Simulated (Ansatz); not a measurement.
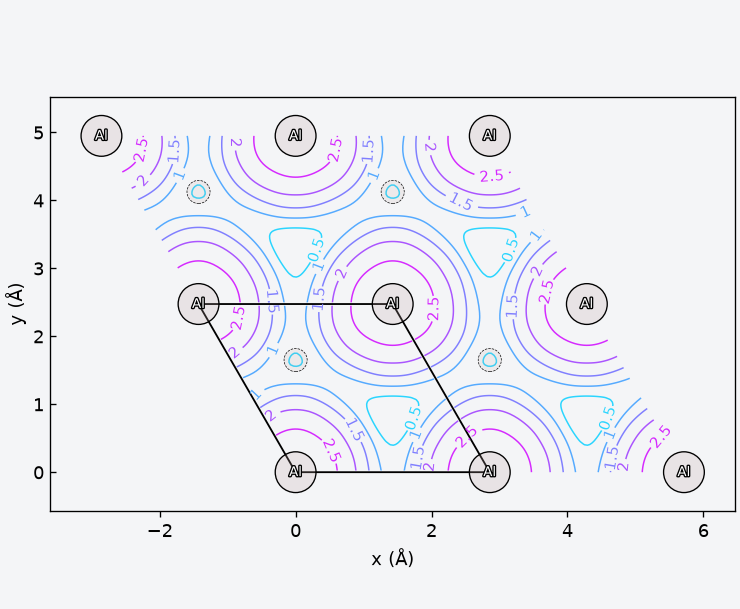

Energy landscape of O on an Al(111) slab cut from the Fm-3m phase, its upper half relaxed before the scan (12 atoms of substrate and one adsorbate in a 2 × 2 cell). O is moved over the surface cell; relaxed at each place: the height of the adsorbate's atoms; substrate rigid; the origin of the map has the adsorbate above Al9. Places are given modulo a cell vector. The map is drawn in real space over the plane of the surface. The scan uses a 6 × 6 grid; 10 points were computed and 26 follow by symmetry. Places are given in fractions of the 1 × 1 surface cell. Energies are in eV, from the lowest grid point. The calculation used DFT PBE, scalar-relativistic, plane waves, PAW (Ansatz 0.2.0). Settings: cutoff 420 eV, k-mesh 6×6×1, gaussian smearing 0.1 eV, no spin polarisation.

The picture shows contour lines labelled in eV, labelled circles for the atoms of the top layer and small ones for the second layer, the outline of one cell of the 2 × 2 shown. Between grid points the surface is interpolated. 

What does the map say about the system?

The lowest grid point is at a threefold hollow over a third-layer Al atom, (4/6, 2/6) of the cell vectors. There is a further well near a threefold hollow over a second-layer Al atom, (2/6, 4/6) of the cell vectors (0.46 eV above the lowest at that grid point). The highest grid point, the top site over a surface Al atom, (0/6, 0/6) of the cell vectors, lies 2.92 eV above the lowest. On the interpolated surface the easiest way out of the lowest well to the well at a threefold hollow over a second-layer Al atom, (2/6, 4/6) of the cell vectors passes a barrier of about 0.85 eV. At the lowest point the adsorbate has 3 Al at 1.86 Å as nearest neighbours, at the highest 1 Al at 1.67 Å. Its relaxed height above the top atom is 0.85 Å at the lowest and 1.67 Å at the highest point.

Each point was launched as `ansatz run input.yaml --threads 4 --pin off --max-ram 12288MiB --backend cpu --events-out ev --progress --plain --runs-dir out`. Time for the 10 points that were run: 4.1 min on 4 threads of Arm Neoverse V1, with other jobs on the host.
